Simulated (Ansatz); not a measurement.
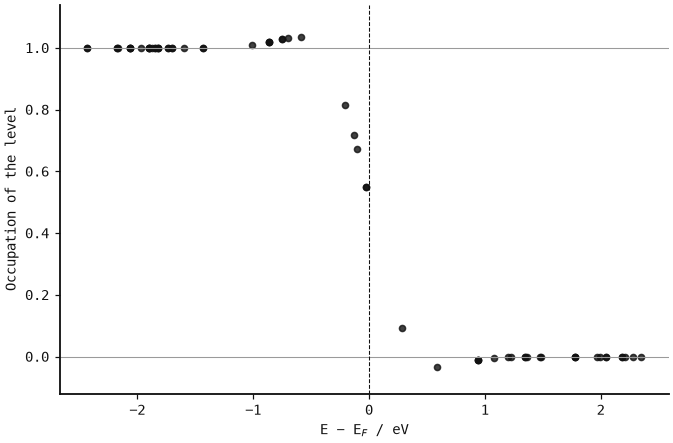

Occupations of the one-electron levels of the k mesh against their energy, from a run on SnSe, space group P6_3/mmc (No. 194), 4 atoms in the cell, NiAs type, with Ansatz.

Name the smearing function and its width.

Methfessel-Paxton smearing with a width of 0.5 eV. The occupations overshoot on both sides, up to 1.035 below the Fermi level and down to −0.035 above it; for the first-order scheme these extremes (±0.035) lie 1.22 widths, here 0.61 eV, from the Fermi level.

Is that width safe?

It is wide: energies, forces and moments pick up smearing errors, and small gaps get partly filled, so it should be reduced or extrapolated to zero width.
